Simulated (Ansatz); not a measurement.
Single-point calculation, with input and output: BaZrO3 (part 1 of 2)

System: BaZrO3 (Pm-3m, 5 atoms in the cell).
Method: DFT, PBE, plane waves, PAW, spin-orbit coupling (Ansatz 0.2.0).

The structure was built on a prototype by a generator; it need not be a known phase. Figures and captions count atoms from 1; the log counts them from 0 in places.

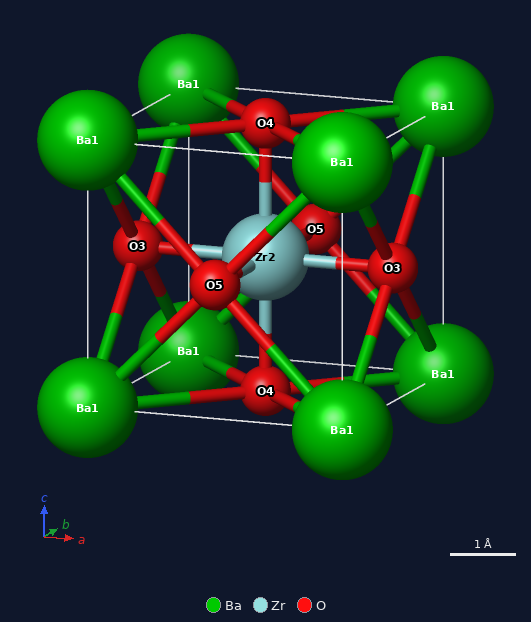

**Figure 1.** The structure (ball-and-stick view of the cell of the calculation, seen slightly off an axis; atoms are numbered from 1 in the order of the input).

### The input
```yaml
crystal:
  lattice:
    - [4.2271748875, 0.0, 0.0]
    - [0.0, 4.2271748875, 0.0]
    - [0.0, 0.0, 4.2271748875]
  atoms:
    - { symbol: Ba, position: [0.0, 0.0, 0.0] }
    - { symbol: Zr, position: [0.5, 0.5, 0.5] }
    - { symbol: O, position: [0.0, 0.5, 0.5] }
    - { symbol: O, position: [0.5, 0.5, 0.0] }
    - { symbol: O, position: [0.5, 0.0, 0.5] }
basis:
  ecutwfc: 420
  ecutrho_ratio: 8
kpoints:
  mp_grid: { grid: [6, 6, 6] }
hamiltonian:
  xc: pbe
scf:
  occupations: { method: gaussian, width: 0.05 }
output:
  forces: true
  stress: true
  write_density: true
  write_potential: true
  elf: true
  volumetric_format: npy
magnetization:
  noncollinear: true
  spin_orbit: true
```

Run on 4 threads of Arm Neoverse N1, 16 GiB of memory available, shared host.

Launch command:
```bash
ansatz run input.yaml --threads 4 --pin off --max-ram 7168MiB --backend cpu --events-out ev --progress --plain --runs-dir out
```

### Log
```
Engine: ansatz 0.2.0, aarch64-unknown-linux-gnu
Pseudopotentials: kind: paw_fr
Pseudopotential: Ba, paw_fr, valence charge 10, recommended cutoff 420 eV (normal), Ba.paw.azcp#standard-fr
Pseudopotential: Zr, paw_fr, valence charge 12, recommended cutoff 420 eV (normal), Zr.paw.azcp#standard-fr
Pseudopotential: O, paw_fr, valence charge 6, recommended cutoff 420 eV (normal), O.paw.azcp#standard-fr
Functional definition: PBE
  parameter kappa = 0.804
  parameter beta = 0.06672455060314922
  exchange = pbe_x(kappa = kappa, mu = beta*pi^2/3)
  correlation = pbe_c(beta = beta)
non-collinear run that drives no moment, with spin-orbit: no starting moment large enough to seed its density (crystal.atoms[].spin), no starting occupations that ask for one, no magnetisation constraint and no magnetic field, so the semilocal B_xc is pinned to zero
Crystal: 5 atoms, lattice volume = 75.535 Å³
Basis set: ecut = 420 eV, 1419 PW (Γ), exchange–correlation on 80×80×80 points (8 copies of the dense FFT grid, shifted against one another)
Bands: 50, of which v1, the nominal top of the filled ones, is band 40 counted from 1 (39 counted from 0)
Symmetry: 48 space group operations + 48 with time reversal
Magnetic group: BNS 221.93 (UNI 1595), of the structure as read, at distance tolerance 4.2e-5 Å
k-points: 20 of 216
Projection manifold: j_resolved (fully-relativistic pseudo-atomic orbitals)
Non-local potential: Ba, projectors of the file, l = 0: 3, l = 1: 4, l = 2: 4, l = 3: 4
Non-local potential: Zr, projectors of the file, l = 0: 3, l = 1: 4, l = 2: 4, l = 3: 4
Non-local potential: O, projectors of the file, l = 0: 2, l = 1: 4, l = 2: 2
PAW form: soft (Blöchl's): semilocal exchange-correlation on the pseudo side does not see the compensation charge
PAW one-centre angular grid: Ba, 194 points (default); XC on 64 Gauss nodes
PAW one-centre angular grid: Zr, 590 points (default); XC on 64 Gauss nodes
PAW one-centre angular grid: O, 110 points (default); XC on 64 Gauss nodes
Initial density: superposition of atomic densities (chi_scale 0.1, normalization cell, long waves kept (reshape's long-wave potential 0.00 eV rms))
Initial wavefunctions: pseudopotential atomic-orbital guess
Functional: x = pbe(κ = 0.804, μ = 0.2195149727645171), c = pbe(β = 0.06672455060314922)
SCF iter   1: F=—  HF=-11850.419380 eV  |F-HF|=—  |Δ(HF+E_count)|=         —  Δρ=4.96e-2  dr2=1.30e0  dr2_m=0.00e0 (ungated)  ethr=3.10e-3  |M|=0.00e0 ∫|m|=0.00e0 μB  |m|>n=0.0e0 m-floor=0.0e0 τ_xc=0.0e0  β_m=0.30  ⟨swp⟩=11.3  Hψ=2871  notcnv=0  defer=4
preconditioner: auto → Resta (q_TF=auto, 2.454 Å⁻¹)  ε∞=4.8  [insulator: Δε(μ)=2.783 eV  Ē_g=11.928 eV  σ=0.050 eV  W_gap=1.00  n_scr=18 (ndim 8)  ℏωp=23.4 eV  f_vac=0.000  D(μ)=0.00/eV (n_scr^D=0)  ε∞_Penn≈4.8]
spin=Noncollinear: Resta preconditioning applied to the charge; magnetization (m_x, m_y, m_z) channels mix plain (no charge-response kernel on spin).
SCF iter   2: F=—  HF=-11850.312826 eV  |F-HF|=—  |Δ(HF+E_count)|=   1.07e-1  Δρ=3.11e-2  dr2=6.05e-1  dr2_m=0.00e0 (ungated)  ethr=3.10e-3  |M|=0.00e0 ∫|m|=0.00e0 μB  |m|>n=0.0e0 m-floor=0.0e0 τ_xc=0.0e0  β_m=0.56  ⟨swp⟩=1.9  Hψ=640  notcnv=0  defer=66
SCF iter   3: F=—  HF=-11850.303288 eV  |F-HF|=—  |Δ(HF+E_count)|=   9.54e-3  Δρ=1.27e-2  dr2=9.09e-2  dr2_m=0.00e0 (ungated)  ethr=1.51e-3  |M|=0.00e0 ∫|m|=0.00e0 μB  |m|>n=0.0e0 m-floor=0.0e0 τ_xc=0.0e0  β_m=0.58  ⟨swp⟩=3.0  Hψ=953  notcnv=0  defer=70
SCF iter   4: F=—  HF=-11850.308880 eV  |F-HF|=—  |Δ(HF+E_count)|=   5.59e-3  Δρ=3.08e-3  dr2=3.95e-3  dr2_m=0.00e0 (ungated)  ethr=2.27e-4  |M|=0.00e0 ∫|m|=0.00e0 μB  |m|>n=0.0e0 m-floor=0.0e0 τ_xc=0.0e0  β_m=0.79  ⟨swp⟩=3.0  Hψ=944  notcnv=0  defer=70
SCF iter   5: F=—  HF=-11850.313258 eV  |F-HF|=—  |Δ(HF+E_count)|=   4.38e-3  Δρ=3.88e-4  dr2=6.97e-5  dr2_m=0.00e0 (ungated)  ethr=9.88e-6  |M|=0.00e0 ∫|m|=0.00e0 μB  |m|>n=0.0e0 m-floor=0.0e0 τ_xc=0.0e0  β_m=0.90  ⟨swp⟩=2.0  Hψ=897  notcnv=0  defer=70
SCF iter   6: F=—  HF=-11850.313393 eV  |F-HF|=—  |Δ(HF+E_count)|=   1.35e-4  Δρ=1.08e-4  dr2=9.98e-6  dr2_m=0.00e0 (ungated)  ethr=1.74e-7  |M|=0.00e0 ∫|m|=0.00e0 μB  |m|>n=0.0e0 m-floor=0.0e0 τ_xc=0.0e0  β_m=0.95  ⟨swp⟩=2.0  Hψ=818  notcnv=0  defer=70
SCF iter   7: F=—  HF=-11850.313404 eV  |F-HF|=—  |Δ(HF+E_count)|=   1.14e-5  Δρ=2.25e-5  dr2=6.00e-7  dr2_m=0.00e0 (ungated)  ethr=2.50e-8  |M|=0.00e0 ∫|m|=0.00e0 μB  |m|>n=0.0e0 m-floor=0.0e0 τ_xc=0.0e0  β_m=0.97  ⟨swp⟩=2.0  Hψ=728  notcnv=0  defer=70
SCF iter   8: F=-11850.313405 eV  HF=-11850.313405 eV  |F-HF|=7.65e-9  |Δ(HF+E_count)|=   5.88e-7  Δρ=5.12e-6  dr2=1.46e-8  dr2_m=0.00e0 (ungated)  ethr=2.50e-10  |M|=0.00e0 ∫|m|=0.00e0 μB  |m|>n=0.0e0 m-floor=0.0e0 τ_xc=0.0e0  ⟨swp⟩=17.1  Hψ=4236  notcnv=0
SCF 1 converged in 8 iterations: F = -11850.313405 eV  dr2 = 1.46e-8
  greatest PAW one-centre occupation: 0.995 electrons in one spin orbital (limit 2), on the Zr atom at site 1 (counted from 0), in its partial waves of l = 0
```

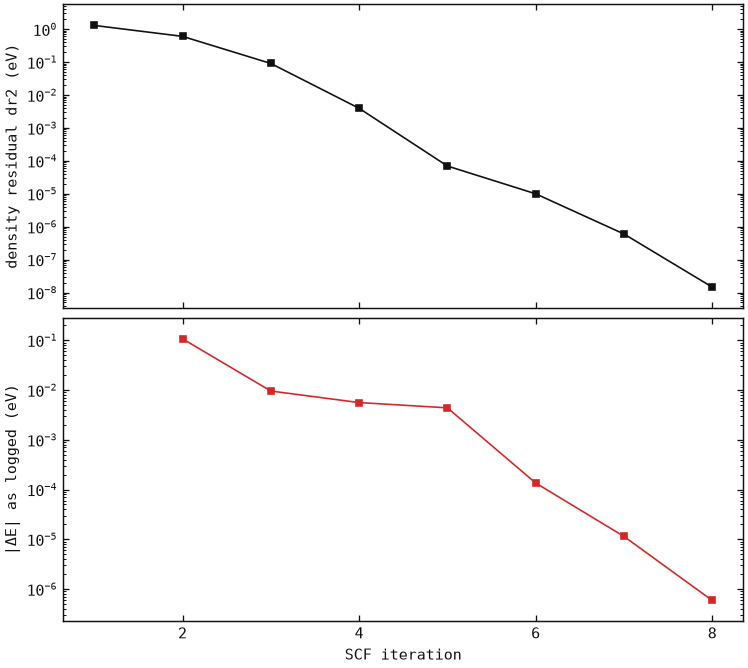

**Figure 2.** Convergence of the self-consistent field: density residual dr2 and size of the energy change against the SCF iteration. The residual falls at every step.

```
SCF converged after 8 iterations
Magnetization: |M| = 0.0000 μB,  M = (+0.0000, +0.0000, +0.0000) μB
Absolute magnetization: 0.0000 μB (∫|m|)
  site 0: m = (+0.0000, +0.0000, +0.0000) μB, |m| = 0.0000 μB  (R = 1.23 Å)
  site 1: m = (+0.0000, +0.0000, +0.0000) μB, |m| = 0.0000 μB  (R = 0.87 Å)
  site 2: m = (+0.0000, +0.0000, +0.0000) μB, |m| = 0.0000 μB  (R = 0.87 Å)
  site 3: m = (+0.0000, +0.0000, +0.0000) μB, |m| = 0.0000 μB  (R = 0.87 Å)
  site 4: m = (+0.0000, +0.0000, +0.0000) μB, |m| = 0.0000 μB  (R = 0.87 Å)
Free energy (F): -11850.313405 eV
Harris-Foulkes:  -11850.313405 eV  (|F-HF|=7.65e-9)
Internal energy: -11850.313405 eV  (E = F + TS)
E sigma→0 (E₀):  -11850.313405 eV
Fermi energy:    11.078289 eV
--- Per-component energies (eV) ---
  E_band       = -105.812185
  E_kinetic    = 1030.787002
  E_local      = -1969.335151  (includes V_loc(G=0)·N_el)
  E_nonlocal   = 275.803050
  E_hartree    = 696.235841
  E_xc         = -555.361250
  E_vxc        = -614.460205  (∫ρ·V_xc dr)
  E_paw        = -8657.502187  (= ΣΔE_a)
  E_vpaw       = -221.081220  (= ΣTr[D̂ρ^β])
  E_aug_tail   = 0.000416  (compensation charges beyond the density's cutoff)
  E_ewald      = -2670.941125
  E_smearing   = -0.000000  (= −TS)
  E_closure    = 0.000000  (closes the sum)
  Σ components = -11850.313405   (vs F -11850.313405, Δ=0.00e0)
--- Forces (eV/Å), atoms counted from 1 ---
  atom   1  Ba    -0.00000000     0.00000000     0.00000000
  atom   2  Zr     0.00000000     0.00000000     0.00000000
  atom   3  O      0.00000000     0.00000000     0.00000000
  atom   4  O      0.00000000    -0.00000000     0.00000000
  atom   5  O      0.00000000    -0.00000000     0.00000000
  max |Σ_I F_I| component: 5.43e-29 eV/Å
--- Stress (GPa, compression-positive) ---
        0.000087      -0.000000       0.000000
       -0.000000       0.000087       0.000000
        0.000000       0.000000       0.000087
  P = ⅓ Tr σ = 0.0001 GPa (0.001 kbar)
--- Band table (eV; the first three rows and the last of 20) ---
  k-point 0: bands = ["-37.6311", "-37.6311", "-16.9520", "-16.9520", "-15.7271", "-15.7271", "-15.2241", "-15.2241", "-15.2241", "-15.2241", "-6.7962", "-6.7962", "-6.5055", "-6.5055", "-6.5055", "-6.5055", "-2.2879", "-2.2879", "-0.2897", "-0.2897", "-0.2897", "-0.2897", "7.8435", "7.8435", "8.1265", "8.1265", "8.1265", "8.1265", "8.5325", "8.5325", "8.5325", "8.5325", "8.5471", "8.5471", "9.1943", "9.1943", "9.3134", "9.3134", "9.3134", "9.3134", "12.6528", "12.6528", "12.6528", "12.6528", "12.7327", "12.7327", "14.2131", "14.2131", "14.2131", "14.2131"]
  k-point 1: bands = ["-37.6304", "-37.6304", "-16.9679", "-16.9679", "-15.7292", "-15.7292", "-15.2479", "-15.2479", "-15.2224", "-15.2224", "-6.7976", "-6.7976", "-6.5005", "-6.5005", "-6.3393", "-6.3393", "-2.2615", "-2.2615", "-0.2714", "-0.2714", "-0.2565", "-0.2565", "7.5574", "7.5574", "7.9079", "7.9079", "8.0381", "8.0381", "8.2982", "8.2982", "8.3160", "8.3160", "8.3646", "8.3646", "8.6543", "8.6543", "9.1477", "9.1477", "9.2269", "9.2269", "12.7545", "12.7545", "13.2259", "13.2259", "13.2836", "13.2836", "14.6114", "14.6114", "14.6298", "14.6298"]
  k-point 2: bands = ["-37.6291", "-37.6291", "-17.0010", "-17.0010", "-15.7377", "-15.7377", "-15.2855", "-15.2855", "-15.2190", "-15.2190", "-6.8893", "-6.8893", "-6.4905", "-6.4905", "-5.8887", "-5.8887", "-2.2102", "-2.2102", "-0.2342", "-0.2342", "-0.1892", "-0.1892", "6.4942", "6.4942", "7.7099", "7.7099", "7.8128", "7.8128", "7.9175", "7.9175", "7.9842", "7.9842", "8.0011", "8.0011", "8.0597", "8.0597", "9.0321", "9.0321", "9.1180", "9.1180", "12.9292", "12.9292", "14.3716", "14.3716", "14.4350", "14.4350", "15.4456", "15.4456", "15.5631", "15.5631"]
  k-point 19: bands = ["-37.6231", "-37.6231", "-17.1066", "-17.1066", "-15.6111", "-15.6111", "-15.4577", "-15.4577", "-15.4577", "-15.4577", "-5.7738", "-5.7738", "-5.5957", "-5.5957", "-5.5957", "-5.5957", "-2.6251", "-2.6251", "-0.7978", "-0.7978", "-0.7978", "-0.7978", "5.8652", "5.8652", "5.8652", "5.8652", "6.0411", "6.0411", "6.8174", "6.8174", "7.1265", "7.1265", "7.1265", "7.1265", "9.4862", "9.4862", "9.5038", "9.5038", "9.5038", "9.5038", "15.4509", "15.4509", "15.4509", "15.4509", "15.5022", "15.5022", "16.2466", "16.2466", "16.2466", "16.2466"]
```
